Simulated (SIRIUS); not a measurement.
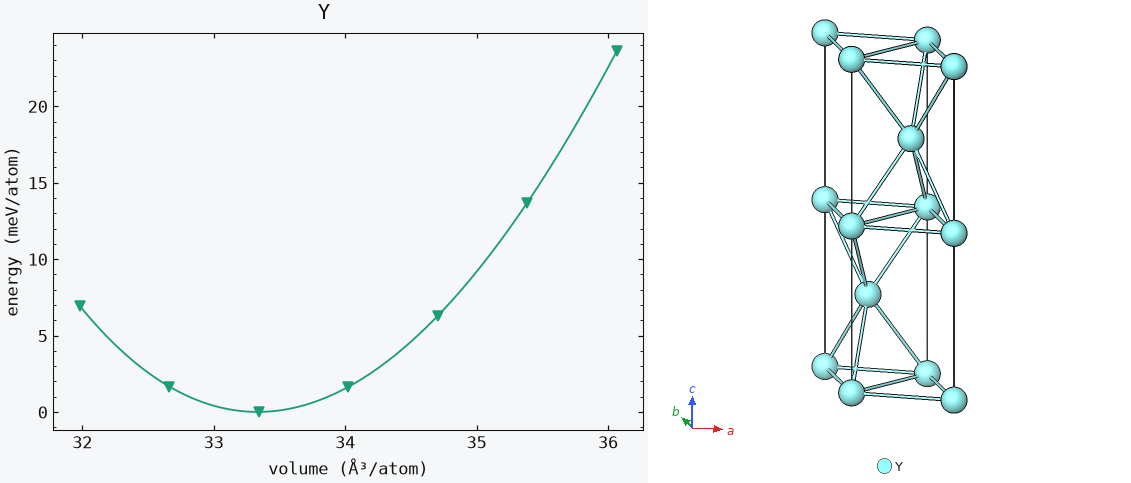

Plotted: energy against volume for Y, space group P6_3/mmc (No. 194). The conventional cell is drawn beside the plot.

Cell as given: a = 3.643 Å, b = 3.643 Å, c = 11.844 Å, α = 90.00°, β = 90.00°, γ = 120.00°; 4 atoms.

Method: all-electron LAPW DFT, no spin polarisation; energies at scaled volumes of the given cell, shape and fractions fixed, counted from the fit's minimum, third-order Birch-Murnaghan fit (SIRIUS 7.12.0). Level: BLYP.

```json
{"setting": "k mesh", "value": "8×8×3"}
{"setting": "occupations", "value": "Fermi–Dirac"}
{"setting": "smearing width", "value": "0.05 eV"}
{"setting": "potentials", "value": "all electron FP LAPW"}
{"setting": "program settings", "value": "basis apw+lo standard, gk cutoff 3.46 1/bohr, pw cutoff 20 1/bohr"}
```

What equilibrium volume and bulk modulus follow from the curve?

Answer. A third-order Birch–Murnaghan fit gives V0 = 33.34 Å³/atom, B0 = 38 GPa and B′ = 3.5.

Keep in mind: shape and atomic fractions are frozen while scaling, which makes layered, chain and framework solids too stiff.
